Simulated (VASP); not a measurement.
# Band-structure run of ZnSe (part 1 of 2)

ZnSe (F-43m, 2 atoms in the cell), computed with Kohn-Sham DFT of a periodic cell, PBE, VASP PAW PBE potentials, recommended, no spin polarisation (VASP 6.6.1).

The structure derives from an entry of the Crystallography Open Database.

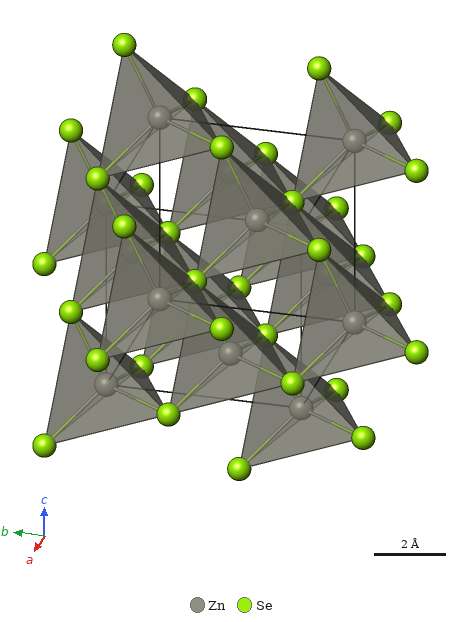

The structure as given in the input (polyhedral view of the cell 4 times as large as that of the calculation, set on its symmetry axes, seen at an oblique angle; polyhedra are completed across the faces of the cell). An atom can appear more than once, as a periodic image.

INCAR
```
SYSTEM = ZnSe
PREC = Accurate
ENCUT = 520
EDIFF = 1E-7
ISMEAR = 0
SIGMA = 0.02
LREAL = .FALSE.
LASPH = .TRUE.
NELM = 80
ALGO = Fast
ISIF = 2
LWAVE = .FALSE.
LCHARG = .FALSE.
GGA = PE
NBANDS = 16
AMIX = 0.2
```

KPOINTS
```
Automatic mesh
0
G
  10 10 10
  0 0 0
```

KPOINTS_OPT
```
path GXWKGLUWLK,UX
20
line-mode
reciprocal
 0.0000000000  0.0000000000  0.0000000000  G
 0.5000000000  0.0000000000  0.5000000000  X

 0.5000000000  0.0000000000  0.5000000000  X
 0.5000000000  0.2500000000  0.7500000000  W

 0.5000000000  0.2500000000  0.7500000000  W
 0.3750000000  0.3750000000  0.7500000000  K

 0.3750000000  0.3750000000  0.7500000000  K
 0.0000000000  0.0000000000  0.0000000000  G

 0.0000000000  0.0000000000  0.0000000000  G
 0.5000000000  0.5000000000  0.5000000000  L

 0.5000000000  0.5000000000  0.5000000000  L
 0.6250000000  0.2500000000  0.6250000000  U

 0.6250000000  0.2500000000  0.6250000000  U
 0.5000000000  0.2500000000  0.7500000000  W

 0.5000000000  0.2500000000  0.7500000000  W
 0.5000000000  0.5000000000  0.5000000000  L

 0.5000000000  0.5000000000  0.5000000000  L
 0.3750000000  0.3750000000  0.7500000000  K

 0.6250000000  0.2500000000  0.6250000000  U
 0.5000000000  0.0000000000  0.5000000000  X
```

POSCAR
```
ZnSe                                    
1.0
    0.0000000000      2.8699490005      2.8699490005
    2.8699490005      0.0000000000      2.8699490005
    2.8699490005      2.8699490005      0.0000000000
  Zn              Se            
     1     1
Direct
     0.0000000000000000    0.0000000000000000    0.0000000000000000
     0.2500000000000000    0.2500000000000000    0.2500000000000000
```

Run on 1 thread of Intel Xeon (Sapphire Rapids), 176 GiB of memory available, shared host.

Run as:
```bash
cat potpaw_PBE.64/Zn/POTCAR potpaw_PBE.64/Se/POTCAR > POTCAR
mpirun -np 1 vasp_std > vasp.out
```

OSZICAR
```
N       E                     dE             d eps       ncg     rms          rms(c)
DAV:   1     0.864539250018E+02    0.86454E+02   -0.88520E+03  1504   0.127E+03
DAV:   2    -0.876963059136E+00   -0.87331E+02   -0.81965E+02  1704   0.251E+02
DAV:   3    -0.627887054774E+01   -0.54019E+01   -0.53822E+01  1832   0.610E+01
DAV:   4    -0.632271425400E+01   -0.43844E-01   -0.43839E-01  1920   0.584E+00
DAV:   5    -0.632292445810E+01   -0.21020E-03   -0.21020E-03  1808   0.362E-01    0.444E+00
RMM:   6    -0.613811474212E+01    0.18481E+00   -0.12841E-01  1719   0.337E+00    0.387E+00
RMM:   7    -0.603703557681E+01    0.10108E+00   -0.25427E-01  1942   0.349E+00    0.238E+00
RMM:   8    -0.603387841067E+01    0.31572E-02   -0.48889E-02  1843   0.246E+00    0.733E-01
RMM:   9    -0.603310304348E+01    0.77537E-03   -0.28582E-03  1723   0.528E-01    0.204E-01
RMM:  10    -0.603311288615E+01   -0.98427E-05   -0.10187E-03  1691   0.286E-01    0.992E-02
RMM:  11    -0.603316444589E+01   -0.51560E-04   -0.23331E-04  1885   0.165E-01    0.676E-02
RMM:  12    -0.603320108757E+01   -0.36642E-04   -0.13157E-04  1746   0.121E-01    0.145E-02
RMM:  13    -0.603320251576E+01   -0.14282E-05   -0.94910E-06  1810   0.284E-02    0.102E-02
RMM:  14    -0.603320277369E+01   -0.25793E-06   -0.98807E-07  1856   0.948E-03    0.736E-03
RMM:  15    -0.603320373940E+01   -0.96572E-06   -0.18721E-06  1843   0.871E-03    0.367E-03
RMM:  16    -0.603320382077E+01   -0.81368E-07   -0.91235E-08  1362   0.313E-03
   1 F= -.60332038E+01 E0= -.60332038E+01  d E =-.182940E-24
       N       E                     dE             ncg
DAV:   1     0.685529458495E+03   -0.23630E+05     1504
DAV:   2    -0.339778001274E+04   -0.40833E+04     1696
DAV:   3    -0.364539065068E+04   -0.24761E+03     1856
DAV:   4    -0.364721465809E+04   -0.18240E+01     1936
DAV:   5    -0.364722287650E+04   -0.82184E-02     1960
DAV:   6    -0.364722294884E+04   -0.72337E-04     1888
DAV:   7    -0.364722294966E+04   -0.82565E-06     1920
DAV:   8    -0.364722294967E+04   -0.10409E-07     1528
       N       E                     dE             ncg
DAV:   1     0.926453521069E+03   -0.17078E+05     1504
DAV:   2    -0.324117909666E+04   -0.41676E+04     1736
DAV:   3    -0.350165269955E+04   -0.26047E+03     1736
DAV:   4    -0.350368482403E+04   -0.20321E+01     1912
DAV:   5    -0.350369359825E+04   -0.87742E-02     1784
DAV:   6    -0.350369367213E+04   -0.73886E-04     1928
DAV:   7    -0.350369367296E+04   -0.82618E-06     1696
DAV:   8    -0.350369367298E+04   -0.16579E-07     1424
       N       E                     dE             ncg
DAV:   1     0.628745997686E+03   -0.28277E+05     1504
DAV:   2    -0.345834315981E+04   -0.40871E+04     1776
DAV:   3    -0.371246754575E+04   -0.25412E+03     1864
DAV:   4    -0.371445483151E+04   -0.19873E+01     1928
DAV:   5    -0.371446350370E+04   -0.86722E-02     1888
DAV:   6    -0.371446357557E+04   -0.71876E-04     1920
DAV:   7    -0.371446357633E+04   -0.75483E-06     1880
DAV:   8    -0.371446357634E+04   -0.97107E-08     1472
       N       E                     dE             ncg
DAV:   1     0.662412254123E+03   -0.27572E+05     1504
DAV:   2    -0.345464234599E+04   -0.41171E+04     1792
DAV:   3    -0.370091499050E+04   -0.24627E+03     1776
DAV:   4    -0.370279089070E+04   -0.18759E+01     2024
DAV:   5    -0.370279932714E+04   -0.84364E-02     1800
DAV:   6    -0.370279939789E+04   -0.70753E-04     2000
DAV:   7    -0.370279939863E+04   -0.73607E-06     1792
DAV:   8    -0.370279939864E+04   -0.91331E-08     1616
       N       E                     dE             ncg
DAV:   1     0.215170774724E+05   -0.78601E+04      384
DAV:   2     0.204800005596E+05   -0.10371E+04      448
DAV:   3     0.204190225921E+05   -0.60978E+02      456
DAV:   4     0.204185647073E+05   -0.45788E+00      536
DAV:   5     0.204185625391E+05   -0.21682E-02      472
DAV:   6     0.204185625196E+05   -0.19514E-04      504
DAV:   7     0.204185625194E+05   -0.21503E-06      496
DAV:   8     0.204185625194E+05   -0.20736E-08      408
```

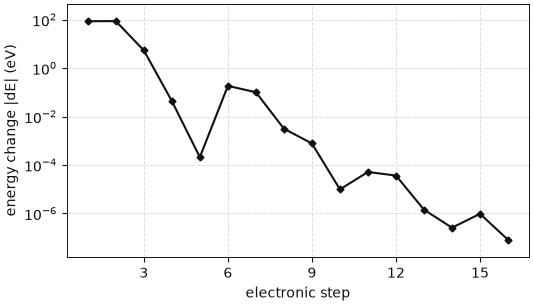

Convergence of the self-consistent field: energy change |dE| against the electronic step. It takes 16 electronic steps. The density is held fixed in the first few steps, and dE rises again when its update begins.

Parts of OUTCAR
```
SYSTEM = ZnSe
   PREC = Accurate
   ENCUT = 520
   EDIFF = 1E-7
   ISMEAR = 0
   LREAL = .FALSE.
   LASPH = .TRUE.
   NELM = 80
   ISIF = 2
   GGA = PE
   AMIX = 0.2

 ion  position               nearest neighbor table
   1  0.000  0.000  0.000-   2 2.49   2 2.49   2 2.49   2 2.49
   2  0.250  0.250  0.250-   1 2.49   1 2.49   1 2.49   1 2.49

  LATTYP: Found a face centered cubic cell.
 ALAT       =     5.7398980010

  Lattice vectors:

 A1 = (   0.0000000000,   2.8699490005,   2.8699490005)
 A2 = (   2.8699490005,   0.0000000000,   2.8699490005)
 A3 = (   2.8699490005,   2.8699490005,   0.0000000000)

Analysis of symmetry for initial positions (statically):
=====================================================================
 Subroutine PRICEL returns:
 Original cell was already a primitive cell.

 Routine SETGRP: Setting up the symmetry group for a
 face centered cubic supercell.

 Subroutine GETGRP returns: Found 24 space group operations
 (whereof 24 operations were pure point group operations)
 out of a pool of 48 trial point group operations.

The static configuration has the point symmetry T_d .

Analysis of symmetry for dynamics (positions and initial velocities):
=====================================================================
 Subroutine PRICEL returns:
 Original cell was already a primitive cell.

 Routine SETGRP: Setting up the symmetry group for a
 face centered cubic supercell.

 Subroutine GETGRP returns: Found 24 space group operations
 (whereof 24 operations were pure point group operations)
 out of a pool of 48 trial point group operations.

The dynamic configuration has the point symmetry T_d .

 Subroutine INISYM returns: Found 24 space group operations
 (whereof 24 operations are pure point group operations),
 and found     1 'primitive' translations

----------------------------------------------------------------------------------------

                                     Primitive cell

  volume of cell :      47.2773

  direct lattice vectors                    reciprocal lattice vectors
     0.000000000  2.869949001  2.869949001    -0.174219124  0.174219124  0.174219124
     2.869949001  0.000000000  2.869949001     0.174219124 -0.174219124  0.174219124
     2.869949001  2.869949001  0.000000000     0.174219124  0.174219124 -0.174219124

  length of vectors
     4.058720800  4.058720800  4.058720800     0.301756374  0.301756374  0.301756374

  position of ions in fractional coordinates (direct lattice)
     0.000000000  0.000000000  0.000000000
     0.250000000  0.250000000  0.250000000

  ion indices of the primitive-cell ions
   primitive index   ion index
                 1           1
                 2           2

----------------------------------------------------------------------------------------

 KPOINTS: Automatic mesh

Automatic generation of k-mesh.
 Grid dimensions read from file:
 generate k-points for:   10   10   10

 Generating k-lattice:

  Cartesian coordinates                     Fractional coordinates (reciprocal lattice)
    -0.017421912  0.017421912  0.017421912     0.100000000  0.000000000  0.000000000
     0.017421912 -0.017421912  0.017421912     0.000000000  0.100000000  0.000000000
     0.017421912  0.017421912 -0.017421912     0.000000000  0.000000000  0.100000000

  Length of vectors
     0.030175637  0.030175637  0.030175637

  Shift w.r.t. Gamma in fractional coordinates (k-lattice)
     0.000000000  0.000000000  0.000000000

 Subroutine IBZKPT returns following result:
 ===========================================

 Found     47 irreducible k-points:

 Following reciprocal coordinates:
            Coordinates               Weight
  0.000000  0.000000  0.000000      1.000000
  0.100000  0.000000  0.000000      8.000000
  0.200000  0.000000  0.000000      8.000000
  0.300000  0.000000  0.000000      8.000000
  0.400000  0.000000  0.000000      8.000000
  0.500000  0.000000  0.000000      4.000000
  0.100000  0.100000  0.000000      6.000000
  0.200000  0.100000  0.000000     24.000000
  0.300000  0.100000  0.000000     24.000000
  0.400000  0.100000  0.000000     24.000000
  0.500000  0.100000  0.000000     24.000000
 -0.400000  0.100000  0.000000     24.000000
 -0.300000  0.100000  0.000000     24.000000
 -0.200000  0.100000  0.000000     24.000000
 -0.100000  0.100000  0.000000     12.000000
  0.200000  0.200000  0.000000      6.000000
  0.300000  0.200000  0.000000     24.000000
  0.400000  0.200000  0.000000     24.000000
  0.500000  0.200000  0.000000     24.000000
 -0.400000  0.200000  0.000000     24.000000
 -0.300000  0.200000  0.000000     24.000000
 -0.200000  0.200000  0.000000     12.000000
  0.300000  0.300000  0.000000      6.000000
  0.400000  0.300000  0.000000     24.000000
 [... further k-points ...]
```
